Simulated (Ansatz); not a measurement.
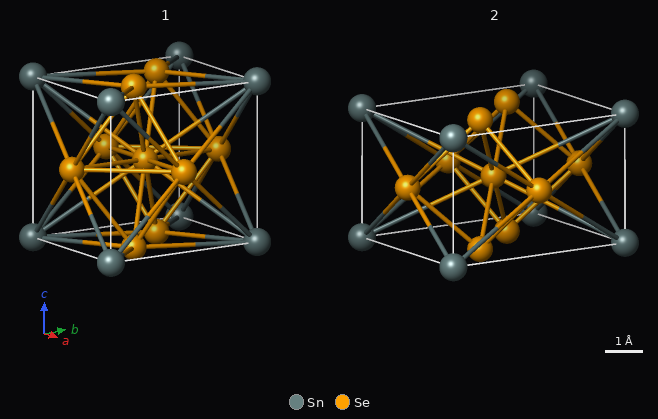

Two geometries of a crystal of SnSe$_{5}$ (a generated structure, set up in P6/mmm), drawn at one scale. One is the start of a relaxation, the other its converged end. A ball-and-stick model of the cell of the calculation, seen slightly off an axis.

These are results of DFT PBE, scalar-relativistic, plane waves, PAW (Ansatz), not measurements. (plane-wave cutoff 420 eV; k-point mesh 6 × 6 × 8; occupations gaussian; smearing width 0.1 eV; no spin polarisation; cell and atoms relaxed; force threshold 0.01 eV/Å; at most 80 steps)

Question: Which one is relaxed?

Answer: Structure 2 is the relaxed one. The energy falls by 0.771 eV per cell of the calculation in 8 accepted moves (10 points after the start). All forces vanish by symmetry, so only the cell relaxes. The pressure goes from 0.83 to −0.01 GPa. The SCF was repeated twice at an unchanged geometry on a basis and grid sized afresh for the cell, which shifted the energy by 20.8 meV per cell of the calculation at most. No atom moves by more than 0.005 Å relative to the cell. Cell: a = b 6.176 → 7.245 Å (+17.3 %), c 4.392 → 3.527 Å (−19.7 %). Volume +10.5 %. Near-neighbour distances that change, for instance: Se–Sn 3.565 → 4.183 Å, Se–Se 3.088 → 3.622 Å, Se–Sn 3.789 → 4.029 Å, Se–Se 2.828 → 2.736 Å. Among the angles between lasting bonds that change: Se–Se–Se 101.9° → 80.3°, Se–Se–Se 78.1° → 99.7°, Se–Se–Se 66.2° → 82.9°. The space group stays P6/mmm (No. 191).
